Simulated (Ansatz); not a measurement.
Run report: BN, single-point calculation

- system: BN (2 atoms in the cell)
- method: DFT PBE, scalar-relativistic, plane waves, PAW, no spin polarisation (Ansatz 0.2.0)

The structure derives from an entry of the Crystallography Open Database. It belongs to a series of runs on one base structure; here: band edges sought over the zone. Figures and captions count atoms from 1; the log counts them from 0 in places.

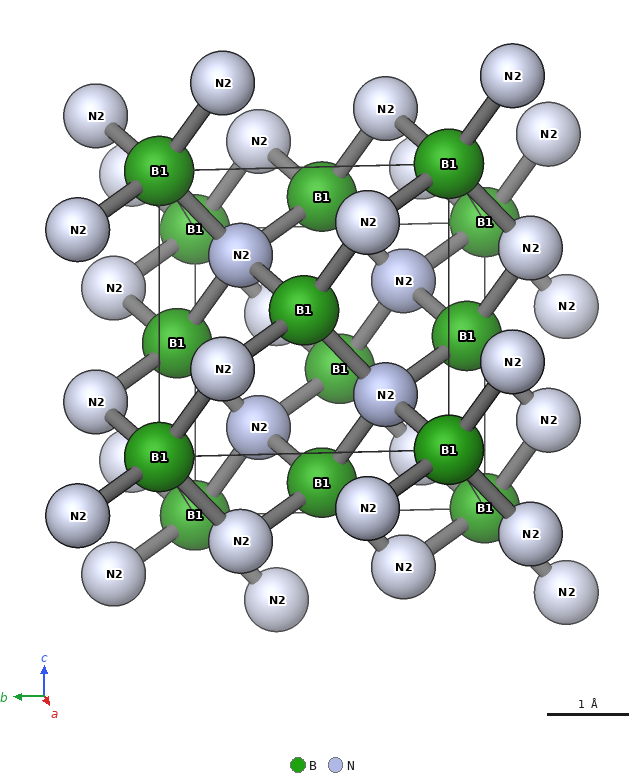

**Figure 1.** The structure (ball-and-stick view of the cell 4 times as large as that of the calculation, set on its symmetry axes, seen at an oblique angle; neighbours outside the cell are drawn fainter; atoms are numbered from 1 in the order of the input). Near neighbours in the crystal (not all of them lie inside the picture): B has 4 N at 1.57 Å; N has 4 B at 1.57 Å.

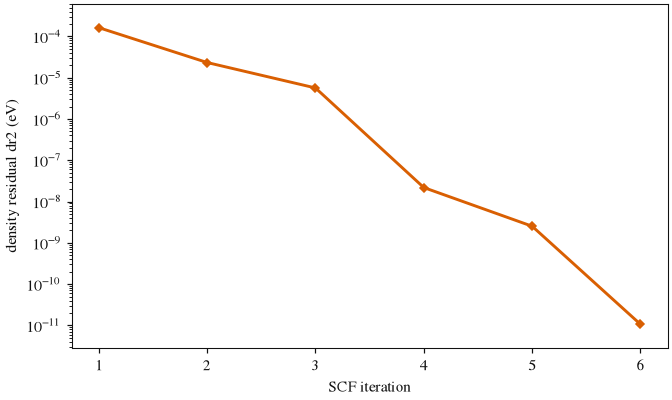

**Figure 2.** Convergence of the self-consistent field: density residual dr2 against the SCF iteration. The residual falls at every step.

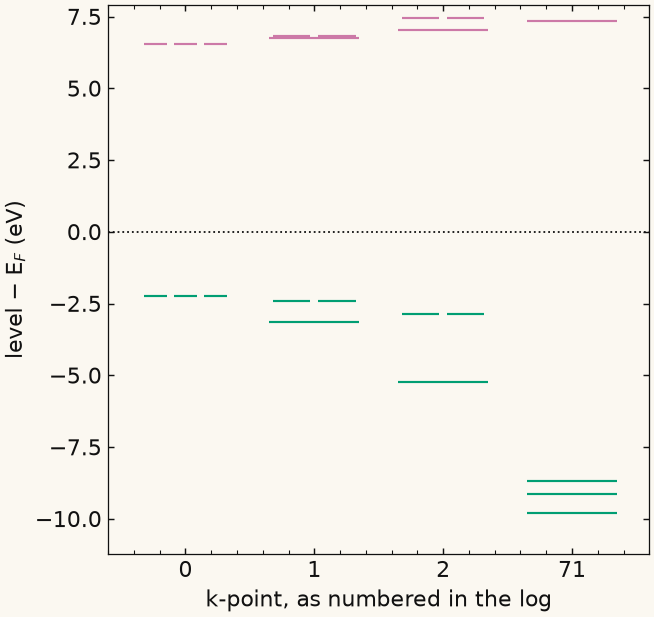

**Figure 3.** Kohn–Sham levels near the Fermi level (dotted) at the few k-points that the log prints; levels within 0.02 eV of each other stand side by side. Among these points the highest filled and lowest empty levels are 8.79 eV apart; the gap on the full mesh, 4.46 eV, has an edge at a point that isn't printed.

These pictures come from the run below.

Input
```yaml
crystal:
  lattice:
    - [0.0, 1.8123266323, 1.8123266323]
    - [1.8123266323, 0.0, 1.8123266323]
    - [1.8123266323, 1.8123266323, 0.0]
  atoms:
    - { symbol: B, position: [0.0, 0.0, 0.0] }
    - { symbol: "N", position: [0.75, 0.75, 0.75] }
basis:
  ecutwfc: 420
  xc_grid: 2
kpoints:
  mp_grid: { grid: [12, 12, 12] }
  band_path: { path: [VBM, CBM], npoints: 2 }
hamiltonian:
  xc: pbe
scf:
  occupations: { method: gaussian, width: 0.01 }
output:
  forces: true
  stress: true
  eigenvalues: true
```

Launch command:
```bash
ansatz run input.yaml --threads 8 --pin off --max-ram 20480MiB --backend cpu --events-out ev --progress --plain --runs-dir out
```

The program's output
```
Engine: ansatz 0.2.0, x86_64-unknown-linux-gnu
Pseudopotentials: kind: paw
Pseudopotential: B, paw, valence charge 3, recommended cutoff 420 eV (normal), B.paw.azcp
Pseudopotential: N, paw, valence charge 5, recommended cutoff 420 eV (normal), N.paw.azcp
Functional definition: PBE
  parameter kappa = 0.804
  parameter beta = 0.06672455060314922
  exchange = pbe_x(kappa = kappa, mu = beta*pi^2/3)
  correlation = pbe_c(beta = beta)
Crystal: 2 atoms, lattice volume = 11.905 Å³
Basis set: ecut = 420 eV, 259 PW (Γ), exchange–correlation on 36×36×36 points (8 copies of the dense FFT grid, shifted against one another)
Bands: 8, of which v1, the nominal top of the filled ones, is band 4 counted from 1 (3 counted from 0)
Symmetry: 24 space group operations
Space group: F-43m (ITA 216), of the structure as read, at distance tolerance 2.3e-5 Å
k-points: 72 of 1728 (time reversal used)
Non-local potential: B, projectors of the file, l = 0: 2, l = 1: 2, l = 2: 1
Non-local potential: N, projectors of the file, l = 0: 2, l = 1: 2, l = 2: 1
PAW form: soft (Blöchl's): semilocal exchange-correlation on the pseudo side does not see the compensation charge
PAW one-centre angular grid: B, 110 points (default); XC on 64 Gauss nodes
PAW one-centre angular grid: N, 110 points (default); XC on 64 Gauss nodes
Initial density: superposition of atomic densities (neutral atoms: chi_scale 0, normalization atom), corrected by the library's trained network
Initial wavefunctions: pseudopotential atomic-orbital guess
Functional: x = pbe(κ = 0.804, μ = 0.2195149727645171), c = pbe(β = 0.06672455060314922)
SCF iter   1: F=—  HF=-542.275507 eV  |F-HF|=—  |Δ(HF+E_count)|=         —  Δρ=1.59e-3  dr2=1.63e-4  ethr=1.77e-3  ⟨swp⟩=4.9  Hψ=3739  notcnv=0
preconditioner: auto → none  [insulator: Δε(μ)=4.467 eV  Ē_g=19.898 eV  σ=0.010 eV  W_gap=1.00  n_scr=0 (ndim 8)  ℏωp=30.4 eV  f_vac=0.000  D(μ)=0.00/eV (n_scr^D=0)  ε∞_Penn≈3.3]
SCF iter   2: F=—  HF=-542.275631 eV  |F-HF|=—  |Δ(HF+E_count)|=   1.24e-4  Δρ=8.32e-4  dr2=2.33e-5  ethr=2.04e-6  ⟨swp⟩=2.0  Hψ=1721  notcnv=0
SCF iter   3: F=—  HF=-542.275674 eV  |F-HF|=—  |Δ(HF+E_count)|=   4.33e-5  Δρ=3.71e-4  dr2=5.64e-6  ethr=2.92e-7  ⟨swp⟩=2.1  Hψ=822  notcnv=0
iter 4 did not close the SCF: its close was put off for the readings that it lacked (scf_convergence_deferred on its scf_iter line)
SCF iter   4: F=-542.275689 eV  HF=-542.275689 eV  |F-HF|=1.62e-8  |Δ(HF+E_count)|=   1.42e-5  Δρ=2.41e-5  dr2=2.18e-8  ethr=7.05e-8  ⟨swp⟩=2.4  Hψ=842  notcnv=0
iter 5 did not close the SCF: its close was put off for the readings that it lacked (scf_convergence_deferred on its scf_iter line)
SCF iter   5: F=-542.275689 eV  HF=-542.275689 eV  |F-HF|=5.02e-9  |Δ(HF+E_count)|=   1.55e-8  Δρ=9.02e-6  dr2=2.52e-9  ethr=2.73e-10  ⟨swp⟩=1.8  Hψ=701  notcnv=0
SCF iter   6: F=-542.275689 eV  HF=-542.275689 eV  |F-HF|=9.89e-12  |Δ(HF+E_count)|=   5.64e-9  Δρ=4.57e-7  dr2=1.06e-11  ethr=3.15e-11  ⟨swp⟩=1.5  Hψ=1731  notcnv=0
SCF 1 converged in 6 iterations: F = -542.275689 eV  dr2 = 1.06e-11
  greatest PAW one-centre occupation: 0.786 electrons in one spin orbital (limit 2), on the N atom at site 1 (counted from 0), in its partial waves of l = 0
NSCF: frozen V_eff on 16 k-points
NSCF: frozen V_eff on 16 k-points
NSCF: frozen V_eff on 16 k-points
NSCF: frozen V_eff on 5 k-points
NSCF: frozen V_eff on 5 k-points
NSCF: frozen V_eff on 11 k-points
NSCF: frozen V_eff on 9 k-points
NSCF: frozen V_eff on 5 k-points
NSCF: frozen V_eff on 11 k-points
NSCF: frozen V_eff on 7 k-points
NSCF: frozen V_eff on 6 k-points
NSCF: frozen V_eff on 4 k-points
NSCF: frozen V_eff on 6 k-points
NSCF: frozen V_eff on 4 k-points
NSCF: frozen V_eff on 6 k-points
NSCF: frozen V_eff on 4 k-points
NSCF: frozen V_eff on 4 k-points
NSCF: frozen V_eff on 2 k-points
NSCF: frozen V_eff on 3 k-points
SCF converged after 6 iterations
Free energy (F): -542.275689 eV
Harris-Foulkes:  -542.275689 eV  (|F-HF|=9.89e-12)
Internal energy: -542.275689 eV  (E = F + TS)
E sigma→0 (E₀):  -542.275689 eV
Fermi energy:    13.282725 eV
--- Per-component energies (eV) ---
  E_band       = 25.736987
  E_kinetic    = 185.146174
  E_local      = -176.087231  (includes V_loc(G=0)·N_el)
  E_nonlocal   = 56.514726
  E_hartree    = 49.316067
  E_xc         = -93.330935
  E_vxc        = -116.078487  (∫ρ·V_xc dr)
  E_paw        = -206.404401  (= ΣΔE_a)
  E_vpaw       = -22.390428  (= ΣTr[D̂ρ^β])
  E_aug_tail   = 0.000103  (compensation charges beyond the density's cutoff)
  E_ewald      = -357.430191
  E_smearing   = -0.000000  (= −TS)
  E_closure    = -0.000000  (closes the sum)
  Σ components = -542.275689   (vs F -542.275689, Δ=0.00e0)
--- Forces (eV/Å), atoms counted from 1 ---
  atom   1  B     -0.00000000     0.00000000    -0.00000000
  atom   2  N      0.00000000     0.00000000     0.00000000
  max |Σ_I F_I| component: 8.05e-16 eV/Å
--- Stress (GPa, compression-positive) ---
        0.002828      -0.000000      -0.000000
       -0.000000       0.002828       0.000000
       -0.000000       0.000000       0.002828
  P = ⅓ Tr σ = 0.0028 GPa (0.028 kbar)
--- Band table (eV; the first three rows and the last of 72) ---
  k-point 0: bands = ["-9.0899", "11.0513", "11.0513", "11.0513", "19.8438", "19.8438", "19.8438", "21.2436"]
  k-point 1: bands = ["-8.9218", "10.1449", "10.8728", "10.8728", "20.0363", "20.1150", "20.1150", "21.8190"]
  k-point 2: bands = ["-8.4241", "8.0579", "10.4375", "10.4375", "20.3253", "20.7460", "20.7460", "23.1634"]
  k-point 71: bands = ["-3.2493", "3.4993", "4.1481", "4.6050", "20.6226", "24.2506", "25.5133", "25.5854"]
```

Results in brief

```json
{"quantity": "outcome", "value": "converged"}
{"quantity": "space group (tolerance 0.01 Å)", "value": "F-43m (216)"}
{"quantity": "electrons treated", "value": "8"}
{"quantity": "free energy", "value": "−542.2757 eV"}
{"quantity": "Fermi energy", "value": "13.283 eV"}
{"quantity": "gap on the k-point mesh", "value": "4.46 eV"}
{"quantity": "gap on the band path", "value": "4.46 eV"}
{"quantity": "pressure", "value": "0.00 GPa"}
{"quantity": "largest force (length of the vector)", "value": "under 0.001 eV/Å"}
{"quantity": "hardware", "value": "8 threads of Intel Xeon @ 2.10GHz (Emerald Rapids), 189 GiB of memory available, shared host"}
{"quantity": "wall time", "value": "3.1 s (CPU time 4.1 s)"}
{"quantity": "peak memory", "value": "0.3 GiB"}
```
